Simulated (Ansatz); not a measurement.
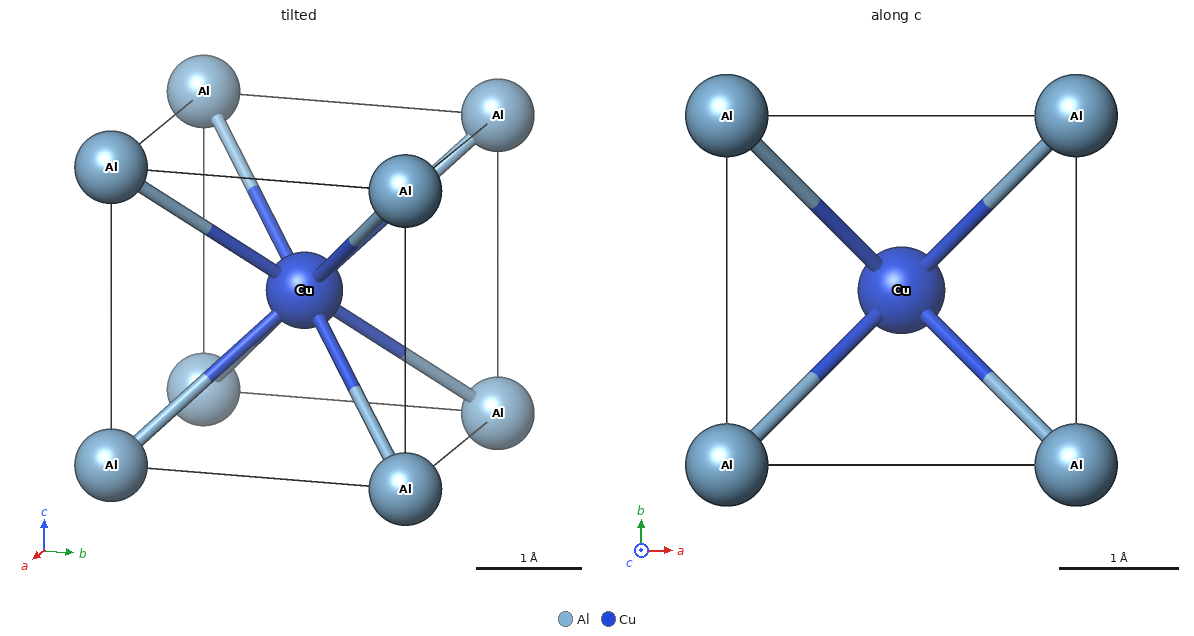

A ball-and-stick rendering, viewed slightly off an axis and along the c axis. The wireframe shows the conventional unit cell. Cell: a = 2.96 Å, b = 2.96 Å, c = 2.96 Å, α = 90.00°, β = 90.00°, γ = 90.00°.

The model was built from a structure listed in the Materials Project. Earlier steps of the study may have refined or changed the cell and positions. Ansatz was used for an electronic-structure calculation on it.

Q: Characterise what is shown.

A: The material is AlCu. The atoms follow space group Pm-3m (No. 221); the Bravais lattice is primitive cubic. Type of structure: caesium chloride (CsCl, B2) type. Content of the cell: 1 Al, 1 Cu (Z = 1). Each Al is bonded to eight Cu in a cubic arrangement at about 2.6 Å. Each Cu atom is coordinated by eight Al in a cubic arrangement at about 2.6 Å. The bonds build a three-dimensional framework.

Level of theory: DFT r2SCAN, scalar-relativistic, plane waves, PAW in Ansatz 0.2.0. Settings were a kinetic-energy cutoff of 500 eV, the zone sampled with 14×14×14 points, Gaussian smearing of 0.1 eV, no spin polarisation.

Q: Is it conducting or gapped at this level?

A: A metal: bands cross the Fermi level.

Q: What charge does Bader's analysis assign to each element?

A: Al +1.53 e; Cu -1.53 e.

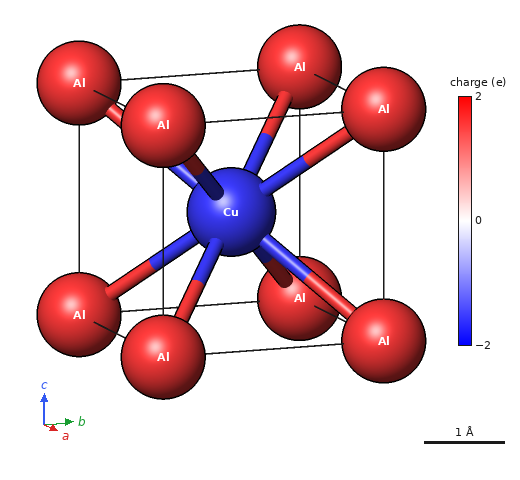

The atoms coloured by those charges. The run's cell of 2 atoms is drawn.

Q: Can this geometry be taken as optimised?

A: Yes. All forces vanish to within 0.01 eV/Å. The pressure is 0.0 GPa, close to zero.
